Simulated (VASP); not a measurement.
# Lattice of CuI (Marshite) across functionals and dispersion corrections, part 2 of 2

Which functional gives the lattice of CuI (Marshite) as experiment finds it, and is a dearer one worth its cost? The start is a cell from a database of measured crystal structures.

VASP 6.6.1, plane waves and PAW; the level of theory is named at each step.

So far. Step 2 (Relaxation with PBE): It ends with forces that vanish by symmetry and a pressure of 0.06 GPa. The volume lies +0.8 % from that of the database's start. The conventional cell has a = 6.079 Å.

The database entry behind the starting cell differs from later determinations by our own check (about 0.15 % long (mineral sample)), so it need not match the best structure at ambient conditions.

## 3. Relaxation with LDA

This step: LDA; plane waves and PAW (Cu, I) (VASP 6.6.1).

LDA, the lowest rung, knows the local density alone.

The input, INCAR:

```
SYSTEM = CuI
PREC = Accurate
ENCUT = 520
EDIFF = 1E-06
NELM = 100
ISMEAR = -1
SIGMA = 0.05
LREAL = .FALSE.
ALGO = Normal
GGA = CA
NBANDS = 15
LASPH = .TRUE.
LORBIT = 11
LWAVE = .FALSE.
LCHARG = .FALSE.
KPAR = 2
IBRION = 2
NSW = 60
ISIF = 3
EDIFFG = -0.01
```

The input, POSCAR:

```
CuI
1.0
    0.0000000000      3.0315000000      3.0315000000
    3.0315000000      0.0000000000      3.0315000000
    3.0315000000      3.0315000000      0.0000000000
Cu I
1 1
Direct
    0.2500000000      0.2500000000      0.2500000000
    0.0000000000      0.0000000000      0.0000000000
```

The input, KPOINTS:

```
Automatic mesh
0
Gamma
6 6 6
0 0 0
```

Potentials, in the order of the species: Cu and I (PBE family, release 64).

Started as:

```bash
$ mpirun -np 2 vasp_std
```

What it wrote:

```text
[banner, memory and clock lines left out]
running    2 mpi-ranks, on    1 nodes
 distrk:  each k-point on    1 cores,    2 groups
 distr:  one band on    1 cores,    1 groups

 POSCAR found type information on POSCAR CuI
 POSCAR found :  2 types and       2 ions
|                                                                             |
|               ----> ADVICE to this user running VASP <----                  |
|                                                                             |
|     You enforced a specific xc type in the INCAR file but a different       |
|     [... a line on the potential file left out ...]
|     I HOPE YOU KNOW WHAT YOU ARE DOING!                                     |
|                                                                             |

 LDA part: xc-table for (Slater(with rela. corr.)+CA(PZ))
 , standard interpolation
 POSCAR, INCAR and KPOINTS ok, starting setup
 FFT: planning ... GRIDC
 FFT: planning ... GRID_SOFT
 FFT: planning ... GRID
 WAVECAR not read
 entering main loop
       N       E                     dE             d eps       ncg     rms          rms(c)
DAV:   1     0.942444965836E+02    0.94244E+02   -0.76283E+03   480   0.126E+03
DAV:   2    -0.855955183862E+00   -0.95100E+02   -0.87749E+02   487   0.238E+02
DAV:   3    -0.710763347581E+01   -0.62517E+01   -0.61482E+01   634   0.663E+01
DAV:   4    -0.728072478673E+01   -0.17309E+00   -0.17301E+00   550   0.104E+01
DAV:   5    -0.729001744553E+01   -0.92927E-02   -0.92924E-02   724   0.273E+00    0.595E+00
DAV:   6    -0.719052858316E+01    0.99489E-01   -0.46680E+00   494   0.591E+01    0.379E+00
DAV:   7    -0.694948682377E+01    0.24104E+00   -0.10252E+00   557   0.360E+01    0.148E+00
DAV:   8    -0.695008872728E+01   -0.60190E-03   -0.75481E-02   722   0.533E+00    0.625E-01
DAV:   9    -0.694571491323E+01    0.43738E-02   -0.14796E-02   642   0.337E+00    0.299E-01
DAV:  10    -0.694575651867E+01   -0.41605E-04   -0.53648E-04   606   0.168E-01    0.271E-01
DAV:  11    -0.694554938830E+01    0.20713E-03   -0.18626E-04   636   0.453E-01    0.131E-01
DAV:  12    -0.694544944268E+01    0.99946E-04   -0.37721E-04   682   0.587E-01    0.462E-02
DAV:  13    -0.694545560232E+01   -0.61596E-05   -0.72613E-05   515   0.540E-02    0.450E-02
DAV:  14    -0.694545709307E+01   -0.14907E-05   -0.70997E-06   635   0.740E-02    0.132E-02
DAV:  15    -0.694545625563E+01    0.83744E-06   -0.43054E-07   317   0.211E-02
   1 F= -.69454563E+01 E0= -.69454558E+01  d E =-.694546E+01
 curvature:   0.00 expect dE= 0.000E+00 dE for cont linesearch  0.000E+00
 trial: gam= 0.00000 g(F)=  0.424E-45 g(S)=  0.134E+00 ort = 0.000E+00 (trialstep = 0.100E+01)
 search vector abs. value=  0.134E+00
 bond charge predicted
       N       E                     dE             d eps       ncg     rms          rms(c)
DAV:   1    -0.104930585905E+02   -0.35476E+01   -0.40543E+01   480   0.143E+02    0.179E+01
DAV:   2    -0.110576825456E+02   -0.56462E+00   -0.55589E+01   480   0.209E+02    0.103E+01
DAV:   3    -0.717631192249E+01    0.38814E+01   -0.11535E+01   585   0.102E+02    0.286E+00
DAV:   4    -0.706096606915E+01    0.11535E+00   -0.21492E+00   672   0.439E+01    0.225E+00
DAV:   5    -0.702555583263E+01    0.35410E-01   -0.62324E-01   606   0.206E+01    0.130E+00
DAV:   6    -0.702178628747E+01    0.37695E-02   -0.17434E-02   747   0.237E+00    0.104E+00
DAV:   7    -0.701882339242E+01    0.29629E-02   -0.43820E-02   592   0.627E+00    0.338E-01
DAV:   8    -0.701687440407E+01    0.19490E-02   -0.70189E-03   592   0.290E+00    0.874E-02
DAV:   9    -0.701690285267E+01   -0.28449E-04   -0.32634E-04   543   0.123E-01    0.542E-02
DAV:  10    -0.701691124348E+01   -0.83908E-05   -0.11251E-05   762   0.599E-02    0.487E-02
DAV:  11    -0.701689324356E+01    0.18000E-04   -0.64027E-05   578   0.290E-01    0.121E-02
DAV:  12    -0.701689337393E+01   -0.13037E-06   -0.10659E-05   702   0.589E-02    0.496E-03
DAV:  13    -0.701689335897E+01    0.14956E-07   -0.12943E-07   268   0.478E-03
   2 F= -.70168934E+01 E0= -.70168933E+01  d E =-.714371E-01
 trial-energy change:   -0.071437  1 .order   -0.062019   -0.134452    0.010414
 step:   0.9475(harm=  0.9281)  dis= 0.00000  next Energy=    -7.017165 (dE=-0.717E-01)
 bond charge predicted
       N       E                     dE             d eps       ncg     rms          rms(c)
DAV:   1    -0.702516828413E+01   -0.82749E-02   -0.11751E-01   480   0.834E+00    0.690E-01
DAV:   2    -0.702043822806E+01    0.47301E-02   -0.64998E-02   480   0.848E+00    0.293E-01
DAV:   3    -0.701750569588E+01    0.29325E-02   -0.13211E-02   480   0.396E+00    0.126E-01
DAV:   4    -0.701722815014E+01    0.27755E-03   -0.84966E-04   657   0.339E-01    0.436E-02
DAV:   5    -0.701721636879E+01    0.11781E-04   -0.20611E-05   709   0.848E-02    0.378E-02
DAV:   6    -0.701720614687E+01    0.10222E-04   -0.70468E-06   741   0.582E-02    0.694E-03
DAV:   7    -0.701720586711E+01    0.27976E-06   -0.11292E-06   307   0.309E-02
   3 F= -.70172059E+01 E0= -.70172058E+01  d E =-.717496E-01
 curvature:  -0.43 expect dE=-0.482E-05 dE for cont linesearch -0.482E-05
 trial: gam= 0.00000 g(F)=  0.888E-48 g(S)=  0.112E-04 ort =-0.123E-02 (trialstep = 0.990E+00)
 search vector abs. value=  0.112E-04
 reached required accuracy - stopping structural energy minimisation
```

Run time: 20 s. Hardware: 2 MPI ranks of AMD EPYC 7R43, shared host; peak memory 0.28 GiB; 38 s of CPU time.

From OUTCAR (step 3):

```text
The static configuration has the point symmetry T_d .

 Found     16 irreducible k-points:

   NELECT =      18.0000    total number of electrons

 E-fermi :   5.8266

 k-point     1 :       0.0000    0.0000    0.0000
  band No.  band energies     occupation
    ...
      5       2.8167      2.00000
      6       2.8167      2.00000
      7       5.1693      2.00000
      8       5.1693      2.00000
      9       5.1693      2.00000
     10       6.4269      0.00001
     11       9.9063      0.00000
     12       9.9063      0.00000
     13       9.9063      0.00000
     14      13.2773      0.00000
    ...

 k-point     2 :       0.1667    0.0000    0.0000
  band No.  band energies     occupation
    ...
      5       2.8052      2.00000
      6       2.8052      2.00000
      7       4.0714      2.00000
      8       4.9213      2.00000
      9       4.9213      2.00000
     10       7.3812      0.00000
     11      10.0157      0.00000
     12      10.3019      0.00000
     13      10.3019      0.00000
     14      13.9778      0.00000
    ...

  Total        0.0124367      0.0124367      0.0124367      0.0000000     -0.0000000      0.0000000
  in kB        0.3932298      0.3932298      0.3932298      0.0000000     -0.0000000      0.0000000
  external PRESSURE =       0.3932298 kB  Pullay stress =       0.0000000 kB

  energy-cutoff  :      520.00
  volume of cell :       50.67
      direct lattice vectors                 reciprocal lattice vectors
     0.000000000  2.937058064  2.937058064    -0.170238378  0.170238378  0.170238378
     2.937058064  0.000000000  2.937058064     0.170238378 -0.170238378  0.170238378
     2.937058064  2.937058064  0.000000000     0.170238378  0.170238378 -0.170238378

 POSITION                                       TOTAL-FORCE (eV/Angst)
 -----------------------------------------------------------------------------------
      1.46853      1.46853      1.46853         0.000000      0.000000      0.000000
      0.00000      0.00000      0.00000        -0.000000     -0.000000     -0.000000
 -----------------------------------------------------------------------------------
    total drift:                               -0.000000     -0.000000      0.000000

  FREE ENERGIE OF THE ION-ELECTRON SYSTEM (eV)
  ---------------------------------------------------
  free  energy   TOTEN  =        -7.0172058671 eV

  energy  without entropy=       -7.0172057899  energy(sigma->0) =       -7.01720583

 total charge
# of ion       s       p       d       tot
------------------------------------------
    1        0.372   0.331   9.331  10.034
    2        1.492   2.760   0.068   4.320
--------------------------------------------------
tot          1.864   3.091   9.399  14.354

[... 8 parts as in an earlier step ...]

[... 5 further parts left out ...]
```

CONTCAR:

```
CuI
   1.00000000000000
     0.0000000000000000    2.9370580637371777    2.9370580637371777
     2.9370580637371777    0.0000000000000000    2.9370580637371777
     2.9370580637371777    2.9370580637371777    0.0000000000000000
  Cu              I
     1     1
Direct
     0.2500000000000000    0.2500000000000000    0.2500000000000000
     0.0000000000000000    0.0000000000000000    0.0000000000000000
```

The PAW data sets were made with PBE, though LDA sets exist; this is a small mismatch. After so large a change of volume the plane waves of the start cell no longer fit, so the final stress carries a basis-set error.

The steps of the relaxation:

| step | energy less that of the first step (eV) | largest force (eV/Å) | pressure (GPa) | volume (Å³) |
| --- | --- | --- | --- | --- |
| 1 | 0.0000 | 0.0000 | -3.92 | 55.72 |
| 2 | -0.0714 | 0.0000 | 0.34 | 50.40 |
| 3 | -0.0717 | 0.0000 | 0.04 | 50.67 |

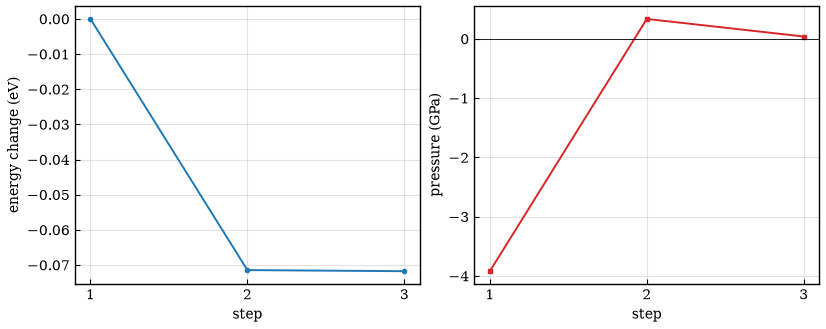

Energy and pressure along the relaxation.

| conventional cell, symmetrised | before | after | change |
| --- | --- | --- | --- |
| a (Å) | 6.063 | 5.874 | -3.1 % |
| b (Å) | 6.063 | 5.874 | -3.1 % |
| c (Å) | 6.063 | 5.874 | -3.1 % |
| volume (Å³/atom) | 27.86 | 25.34 | -9.1 % |

Final coordinates:

```xyz
2
Lattice="0.0000 2.9371 2.9371 2.9371 0.0000 2.9371 2.9371 2.9371 0.0000" Properties=species:S:1:pos:R:3 pbc="T T T"
Cu    1.4685    1.4685    1.4685
I     0.0000    0.0000    0.0000
```

This step gave:

- free energy (TOTEN): -7.017 eV
- Fermi energy: 5.827 eV
- pressure: 0.03932 GPa
- SCF cycles over all ionic steps: 35
- gap on the k-mesh: 1.258 eV
- least direct gap on the k-mesh: 1.258 eV

It ends at 25.34 Å³/atom, -9.1 % from the start, with 0.04 GPa left. The conventional cell has a = 5.874 Å.

## 4. Relaxation with r2SCAN

This step: r2SCAN; plane waves and PAW (Cu, I) (VASP 6.6.1).

r2SCAN adds the kinetic-energy density, costs more than a GGA and is run with LASPH.

Changes to INCAR since step 3:

```diff
@@ -9,5 +9,5 @@
 ALGO = Normal
-GGA = CA
+METAGGA = R2SCAN
+LASPH = .TRUE.
 NBANDS = 15
-LASPH = .TRUE.
 LORBIT = 11
```

POSCAR is that of step 3.

KPOINTS is that of step 3.

Started as:

```bash
$ mpirun -np 2 vasp_std
```

What it wrote:

```text
[banner, memory and clock lines left out]
running    2 mpi-ranks, on    1 nodes
[...]
[... a notice as in an earlier step ...]

 LDA part: xc-table for (None), standard interpolation
 POSCAR, INCAR and KPOINTS ok, starting setup
[...]
entering main loop
       N       E                     dE             d eps       ncg     rms          rms(c)
DAV:   1     0.650420384882E+02    0.65042E+02   -0.78421E+03   480   0.129E+03
DAV:   2    -0.326137832297E+02   -0.97656E+02   -0.90127E+02   487   0.244E+02
DAV:   3    -0.389195248670E+02   -0.63057E+01   -0.62099E+01   627   0.676E+01
DAV:   4    -0.390797314227E+02   -0.16021E+00   -0.16014E+00   557   0.102E+01
[...]
DAV:  13    -0.357910326163E+02    0.17805E-04   -0.70925E-05   613   0.253E-01    0.867E-03
DAV:  14    -0.357910339071E+02   -0.12908E-05   -0.14456E-05   783   0.689E-02    0.523E-03
DAV:  15    -0.357910346422E+02   -0.73513E-06   -0.55904E-07   303   0.162E-02
   1 F= -.35791035E+02 E0= -.35791035E+02  d E =-.357910E+02
[...]
DAV:   8    -0.357937969705E+02    0.99200E-05   -0.17545E-05   714   0.121E-01    0.568E-03
DAV:   9    -0.357937963559E+02    0.61462E-06   -0.36095E-06   494   0.120E-02
   2 F= -.35793796E+02 E0= -.35793796E+02  d E =-.276171E-02
 trial-energy change:   -0.002762  1 .order   -0.003306   -0.008359    0.001746
 step:   0.7699(harm=  0.8272)  dis= 0.00000  next Energy=   -35.794004 (dE=-0.297E-02)
[...]
N       E                     dE             d eps       ncg     rms          rms(c)
DAV:   1    -0.358023618852E+02   -0.85649E-02   -0.13459E-01   480   0.861E+00    0.718E-01
DAV:   2    -0.357967324323E+02    0.56295E-02   -0.65250E-02   480   0.811E+00    0.255E-01
DAV:   3    -0.357942951558E+02    0.24373E-02   -0.11638E-02   480   0.351E+00    0.131E-01
DAV:   4    -0.357939902620E+02    0.30489E-03   -0.95385E-04   672   0.399E-01    0.382E-02
DAV:   5    -0.357939775151E+02    0.12747E-04   -0.45255E-05   636   0.727E-02    0.244E-02
DAV:   6    -0.357939591252E+02    0.18390E-04   -0.92992E-06   762   0.608E-02    0.301E-03
DAV:   7    -0.357939592095E+02   -0.84305E-07   -0.54583E-07   282   0.107E-02
   3 F= -.35793959E+02 E0= -.35793959E+02  d E =-.292457E-02
[...]
reached required accuracy - stopping structural energy minimisation
```

Wall time 89 s (2 MPI ranks); peak memory 0.33 GiB.

From OUTCAR (step 4):

```text
  Total       -0.0072658     -0.0072658     -0.0072658      0.0000000     -0.0000000      0.0000000
  in kB       -0.2129330     -0.2129330     -0.2129330      0.0000000     -0.0000000      0.0000000
  external PRESSURE =      -0.2129330 kB  Pullay stress =       0.0000000 kB

 POSITION                                       TOTAL-FORCE (eV/Angst)
 -----------------------------------------------------------------------------------
      1.50618      1.50618      1.50618         0.000000     -0.000000      0.000000
      0.00000      0.00000      0.00000        -0.000000      0.000000     -0.000000
 -----------------------------------------------------------------------------------
    total drift:                               -0.000010     -0.000010     -0.000010

  FREE ENERGIE OF THE ION-ELECTRON SYSTEM (eV)
  ---------------------------------------------------
  free  energy   TOTEN  =       -35.7939592095 eV

  energy  without entropy=      -35.7939592078  energy(sigma->0) =      -35.79395921

[... 2 parts as in an earlier step ...]

[... 2 further parts left out ...]
[key lines of the parts left out:]
E-fermi :   5.3325
```

The PAW data sets were made with PBE, which is usual practice but a small mismatch for other functionals.

The steps of the relaxation:

| step | energy less that of the first step (eV) | largest force (eV/Å) | pressure (GPa) | volume (Å³) |
| --- | --- | --- | --- | --- |
| 1 | 0.0000 | 0.0000 | -0.98 | 55.72 |
| 2 | -0.0028 | 0.0000 | 0.21 | 54.36 |
| 3 | -0.0029 | 0.0000 | -0.02 | 54.67 |

| conventional cell, symmetrised | before | after | change |
| --- | --- | --- | --- |
| a (Å) | 6.063 | 6.025 | -0.6 % |
| b (Å) | 6.063 | 6.025 | -0.6 % |
| c (Å) | 6.063 | 6.025 | -0.6 % |
| volume (Å³/atom) | 27.86 | 27.34 | -1.9 % |

The relaxed structure:

```
Cu I
1.0
     0.00000    3.01237    3.01237
     3.01237    0.00000    3.01237
     3.01237    3.01237    0.00000
Cu I
1 1
Direct
  0.25000 0.25000 0.25000
  0.00000 0.00000 0.00000
```

It ends at 27.34 Å³/atom, -1.9 % from the start, with -0.02 GPa left. The conventional cell has a = 6.025 Å.

## 5. Relaxation with PBE + D3(BJ)

This step: PBE with D3(BJ); plane waves and PAW (Cu, I) (VASP 6.6.1).

A dispersion term adds the long-range attraction that semilocal functionals lack. D3 with Becke-Johnson damping keeps a finite attraction at short range.

Changes to INCAR since step 4:

```diff
@@ -9,5 +9,6 @@
 ALGO = Normal
-METAGGA = R2SCAN
+GGA = PE
+IVDW = 12
+NBANDS = 15
 LASPH = .TRUE.
-NBANDS = 15
 LORBIT = 11
```

POSCAR is that of step 4.

KPOINTS is that of step 4.

Started as:

```bash
$ mpirun -np 2 vasp_std
```

What it wrote:

```text
[... set-up lines as in an earlier step ...]
 entering main loop
       N       E                     dE             d eps       ncg     rms          rms(c)
[... 14 cycles as in an earlier step ...]
   1 F= -.62439992E+01 E0= -.62439991E+01  d E =-.624400E+01
[...]
2 F= -.62586457E+01 E0= -.62586456E+01  d E =-.146465E-01
[...]
3 F= -.62569312E+01 E0= -.62569312E+01  d E =-.129320E-01
[...]
4 F= -.62582718E+01 E0= -.62582718E+01  d E =-.142726E-01
[...]
5 F= -.62584908E+01 E0= -.62584908E+01  d E =-.144917E-01
[...]
6 F= -.62587676E+01 E0= -.62587676E+01  d E =-.276823E-03
 trial-energy change:   -0.000277  1 .order   -0.000294   -0.000667    0.000079
 step:   0.8863(harm=  0.9011)  dis= 0.00000  next Energy=    -6.258772 (dE=-0.282E-03)
 reached required accuracy - stopping structural energy minimisation
```

The job ended after 39 s (2 MPI ranks; peak memory 0.35 GiB; 77 s of CPU time).

Parts of OUTCAR (step 5):

```text
 Edisp (eV)   -0.72441

 Edisp (eV)   -0.71877

  Total      -0.01131    -0.01131    -0.01131    -0.00000     0.00000    -0.00000
  in kB      -0.33975    -0.33975    -0.33975    -0.00000     0.00000    -0.00000
  external pressure =       -0.34 kB  Pullay stress =        0.00 kB

 POSITION                                       TOTAL-FORCE (eV/Angst)
 -----------------------------------------------------------------------------------
      1.49390      1.49390      1.49390         0.000000     -0.000000     -0.000000
      2.98781      5.97561      2.98781        -0.000000      0.000000      0.000000
 -----------------------------------------------------------------------------------
    total drift:                                0.000001      0.000001      0.000001

  FREE ENERGIE OF THE ION-ELECTRON SYSTEM (eV)
  ---------------------------------------------------
  free  energy   TOTEN  =        -6.2587676426 eV

  energy  without entropy=       -6.2587675674  energy(sigma->0) =       -6.25876761

[... 2 parts as in an earlier step ...]

[... 2 further parts left out ...]
[key lines of the parts left out:]
E-fermi :   5.5737
```

The steps of the relaxation:

| step | energy less that of the first step (eV) | largest force (eV/Å) | pressure (GPa) | volume (Å³) |
| --- | --- | --- | --- | --- |
| 1 | 0.0000 | 0.0000 | -1.92 | 55.72 |
| 2 | -0.0146 | 0.0000 | -0.37 | 53.07 |
| 3 | -0.0129 | 0.0000 | 0.71 | 52.49 |
| 4 | -0.0143 | 0.0000 | 0.39 | 52.87 |
| 5 | -0.0145 | 0.0000 | 0.29 | 52.97 |
| 6 | -0.0148 | 0.0000 | -0.03 | 53.34 |

| conventional cell, symmetrised | before | after | change |
| --- | --- | --- | --- |
| a (Å) | 6.063 | 5.976 | -1.4 % |
| b (Å) | 6.063 | 5.976 | -1.4 % |
| c (Å) | 6.063 | 5.976 | -1.4 % |
| volume (Å³/atom) | 27.86 | 26.67 | -4.3 % |

Final coordinates:

```cif
data_structure
_symmetry_space_group_name_H-M 'P 1'
_symmetry_Int_Tables_number 1
_cell_length_a 4.2254
_cell_length_b 4.2254
_cell_length_c 4.2254
_cell_angle_alpha 60.000
_cell_angle_beta 60.000
_cell_angle_gamma 60.000
_cell_volume 53.34
loop_
_atom_site_label
_atom_site_type_symbol
_atom_site_fract_x
_atom_site_fract_y
_atom_site_fract_z
_atom_site_occupancy
Cu1 Cu 0.25000 0.25000 0.25000 1
I2 I 0.00000 0.00000 0.00000 1
```

It ends at 26.67 Å³/atom, -4.3 % from the start, with -0.03 GPa left. The conventional cell has a = 5.976 Å. Against plain PBE, the dispersion term moves a by -1.7 %.

## 6. The cells as a table

This step: relaxed cells at several levels; plane waves and PAW (VASP 6.6.1).

This step runs nothing: it gathers the runs above.

Lengths are those of the conventional cell; cost is the wall time of each run, as given at its step, times its ranks, without the set-up around it. Results by level, by row:

| level | volume (Å³/atom) | change from the start (%) | a (Å) | cost (core minutes) |
| --- | --- | --- | --- | --- |
| PBE | 28.08 | 0.8 | 6.079 | 0.547 |
| LDA | 25.34 | -9.1 | 5.874 | 0.66 |
| r2SCAN | 27.34 | -1.9 | 6.025 | 2.97 |
| PBE + D3(BJ) | 26.67 | -4.3 | 5.976 | 1.3 |

## 7. Results

| Item | Value |
| --- | --- |
| volume, PBE | 28.08 Å³/atom |
| volume, LDA | 25.34 Å³/atom |
| volume, r2SCAN | 27.34 Å³/atom |
| volume, PBE + D3(BJ) | 26.67 Å³/atom |

In words: For CuI (Marshite) the levels give volumes between 25.34 Å³/atom (LDA) and 28.08 Å³/atom (PBE), a spread of 10.8 %, while the cost of the finished runs spans a factor of 5.4. Within 1 % of experiment on every length: PBE and r2SCAN. The nearest, PBE, is among the cheap ones. Thermal and zero-point expansion, often some tenths of a per cent in length, bear on this order: with the measured lengths lowered by an assumed 0.4 % the nearest becomes r2SCAN. The costs hold the number of ionic steps as well as the price of the functional. Adding D3(BJ) to PBE changes the volume by -5.0 % (a by -1.7 %). Within 0.02 Å all end in space group F-43m; the runs can't lower the symmetry of the start. Each is a single relaxation on the plane waves of the start cell, so larger changes of volume carry a basis-set error that was not tested here.

Calculation against experiment:

```
              quantity  measured             PBE             LDA          r2SCAN    PBE + D3(BJ)
lattice constant a (Å)     6.053  6.079 (+0.4 %)  5.874 (-3.0 %)  6.025 (-0.5 %)  5.976 (-1.3 %)
```

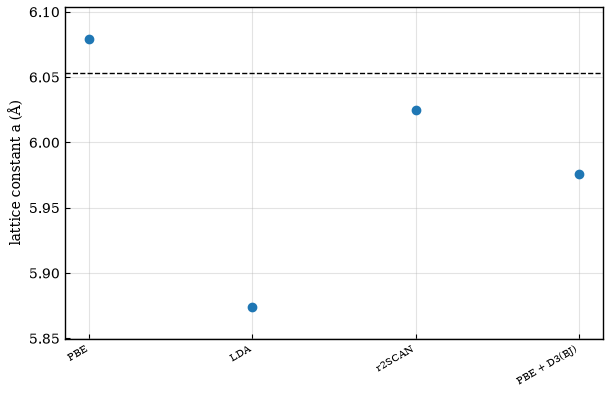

The lattice constant a by level; the dashed line is the measured value.

Measured values from arxiv:2305.18931 (2023).

Verdict: For the lattice constant a, of the levels listed nearest comes PBE (+0.4 %, good agreement) and farthest LDA (-3.0 %, a clear miss). The grades are ours: good and fair within 0.7 and 1.5 % for the lattice constant a. For lattice constants the calculation has a static lattice, without zero-point motion or thermal expansion.

[Lines on the potential files, build, host, timing and source positions are cut from VASP's logs without a mark.]

[Logs are printed without paths, hosts, clocks, repeated set-up lines and the standing remarks that a program may print on its own settings, such as how far it seeks lower states.]

[Hosts, paths, dates, database ids (printed as entryN), source tags and the programs' standing remarks are cut or masked in the printed files.]

[A measured line is paired with the nearest computed mode of its activity, which favours agreement.]
